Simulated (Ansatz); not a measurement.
GaN

The calculation's input:

```
crystal:
  lattice:
    - [3.18, 0.0, 0.0]
    - [-1.59, 2.753960784, 0.0]
    - [0.0, 0.0, 5.166]
  atoms:
    - { symbol: Ga, position: [0.6666666667, 0.3333333333, 0.5] }
    - { symbol: Ga, position: [0.3333333333, 0.6666666667, 0.0] }
    - { symbol: "N", position: [0.6666666667, 0.3333333333, 0.875] }
    - { symbol: "N", position: [0.3333333333, 0.6666666667, 0.375] }
hamiltonian:
  xc: pbe
  pseudopotentials: { kind: paw }
kpoints:
  mp_grid: { grid: [10, 10, 5] }
scf:
  occupations: { method: fermi_dirac, width: 0.05 }
output:
  forces: true
  stress: true
  write_density: true
  write_potential: true
  elf: true
  volumetric_format: npy
relax:
  f_tol: 0.01
  max_steps: 40
  cell: { stress_tol: 0.05 }
```

Run with:

```sh
ansatz run input.yaml --threads 2 --pin off --max-ram 5632MiB --backend cpu --events-out ev --progress --plain --runs-dir out
```

Below, planes, directions and counts refer to the conventional cell (a = 3.22 Å, b = 3.22 Å, c = 5.24 Å, α = 90.00°, β = 90.00°, γ = 120.00°).

The fields are those of the relaxed geometry.

Space group P6₃mc.

Computed with Kohn-Sham DFT of a periodic cell, PBE, Ansatz PAW in Ansatz 0.2.0.

What will maps of the valence pseudo-density and electron localisation function show?

Answer. Ga–N (1.98 Å): ρ is about 0.7 e/Å³ halfway; the ELF peaks at about 0.85 in the valence shell of N, 0.7 Å from its nucleus, and is about 0.45 at the midpoint.

Metal or insulator at this level of theory?

Answer. It is gapped, with a Kohn–Sham gap of 1.7 eV on the k-point mesh, an upper bound to the gap of this method.

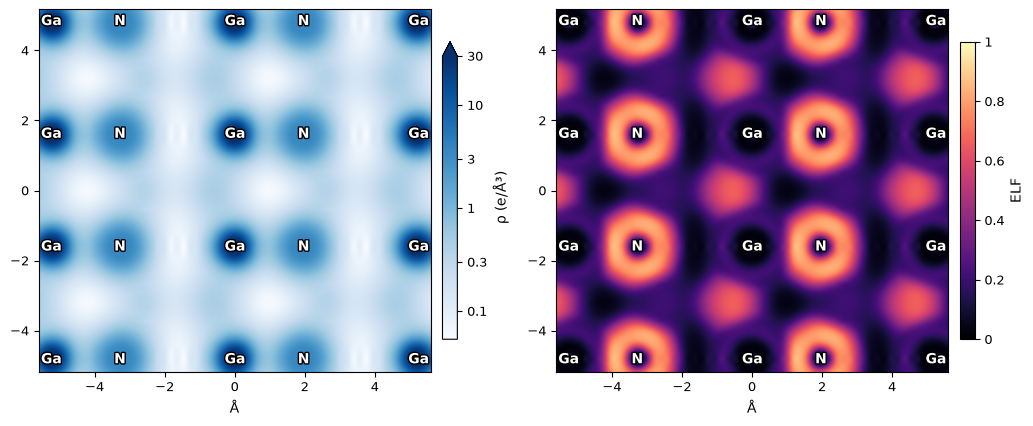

Computed valence pseudo-density and electron localisation function on the (11̄0) plane of the conventional cell, in this order. Atoms just off the plane (Ga, 0.9 Å away and N, 0.9 Å away) can leave unmarked features too.

Core electrons are frozen (PAW), and the valence fields are smoothed inside the atomic spheres.
